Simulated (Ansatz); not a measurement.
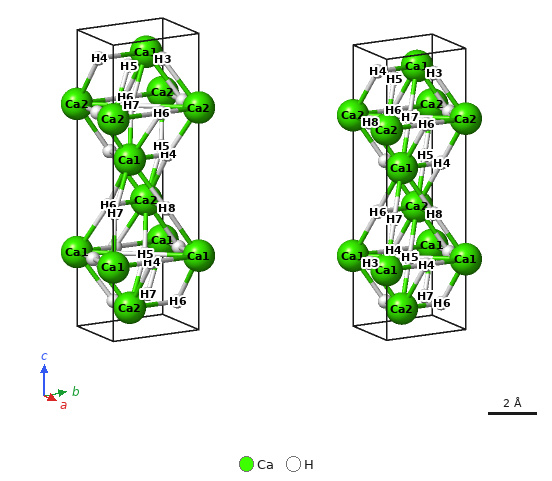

Two geometries of a crystal of CaH3 (set up in R-3c), drawn at one scale. One is the start of a relaxation, the other its converged end. A ball-and-stick model of the conventional cell (3 times the calculation's cell), seen slightly off an axis. Lengths and directions refer to the drawn axes.

Computed with Ansatz 0.2.0, DFT PBE, scalar-relativistic, plane waves, PAW. Set-up: plane-wave cutoff 420 eV; k-point mesh 6 × 6 × 6; occupations gaussian; smearing width 0.1 eV; no spin polarisation; cell and atoms relaxed; force threshold 0.025 eV/Å; at most 70 steps.

Question: Which one is relaxed?

Answer: The right one is the relaxed one. Case: 2 of 2 Li taken out, relaxed. The energy falls by 87.1 meV per atom in 4 accepted moves (5 points after the start). Largest force component: 0.29 eV/Å at the start, under 0.0001 eV/Å at the end. Pressure: −5.11 GPa at the start and −0.10 GPa at the end. The SCF was repeated once at an unchanged geometry on a basis and grid sized afresh for the cell, which shifted the energy by 1.0 meV per atom at most. The largest moves relative to the cell, 0.27 Å, are those of H3, H4, H5, H6, H7 and H8. H8 goes along −a. Ca stays in place. Cell: a = b 5.219 → 4.828 Å (−7.5 %), c 12.462 → 11.821 Å (−5.1 %). Volume −18.8 %. Near-neighbour distances that change, for instance: Ca1–H3 2.899 → 2.414 Å, Ca1–Ca2 3.659 → 3.413 Å, Ca1–H6 2.582 → 2.413 Å, Ca1–H3 (another image) 2.320 → 2.414 Å. Bond angles that change, for instance: Ca2–H5–Ca2 167.1° → 180.0°, Ca1–H5–Ca2 96.4° → 90.0°. The space group (tolerance 0.01 Å) goes from R-3c (No. 167) to Pm-3m (No. 221).
